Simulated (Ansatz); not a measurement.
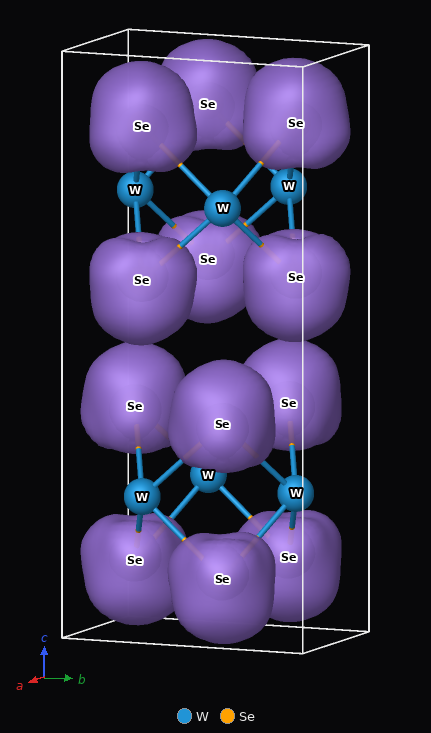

WSe₂. Isosurface of the electron localisation function at 0.65 (purple), seen slightly off an axis. Core shells and regions of very low density are left out. Sticks mark near contacts.

Space group Cmcm; changed on purpose from its base cell (strain +0.0750 x Voigt [1, 0, 0, 0, 0, 0], atoms carried along); not relaxed (largest force 0.7 eV/Å); computed pressure about −8 GPa in this cell.

Computed with DFT PBE+D3(BJ), scalar-relativistic, plane waves, PAW in Ansatz.

In a PAW calculation such maps are meaningful between the atoms, not at the nuclei.

Input

```
crystal:
  lattice:
    - [3.5249546262, 0.0, 0.0]
    - [-1.7624773131, 2.839721166, 0.0]
    - [0.0, 0.0, 12.7886113051]
  atoms:
    - { symbol: W, position: [0.3333333333, 0.6666666667, 0.25] }
    - { symbol: W, position: [0.6666666667, 0.3333333333, 0.75] }
    - { symbol: Se, position: [0.3333333333, 0.6666666667, 0.6182912222] }
    - { symbol: Se, position: [0.6666666667, 0.3333333333, 0.1182912222] }
    - { symbol: Se, position: [0.3333333333, 0.6666666667, 0.8817087778] }
    - { symbol: Se, position: [0.6666666667, 0.3333333333, 0.3817087778] }
basis:
  ecutwfc: 420
kpoints:
  mp_grid: { grid: [12, 12, 2] }
hamiltonian:
  xc: pbe
  dispersion: d3bj
scf:
  occupations: { method: gaussian, width: 0.05 }
output:
  forces: true
  stress: true
  eigenvalues: true
  write_density: true
  write_potential: true
  elf: true
  volumetric_format: npy
```

Run with:

```sh
ansatz run input.yaml --threads 1 --pin off --max-ram 2560MiB --backend cpu --events-out ev --progress --plain --runs-dir out
```

Below, planes, directions and counts refer to the conventional cell (a = 3.52 Å, b = 5.68 Å, c = 12.79 Å, α = 90.00°, β = 90.00°, γ = 90.00°).

**Identify the bonds, lone pairs and shells in this picture.**

The surface consists of eight regions wrapped around Se (the valence shell of each), counted in one cell of 12 atoms. Regions shared between cells count once. Along the contacts the grid gives the following. W–Se (2.53 Å): the ELF is about 0.55 at the midpoint. W–Se (2.62 Å): the ELF is about 0.55 at the midpoint.
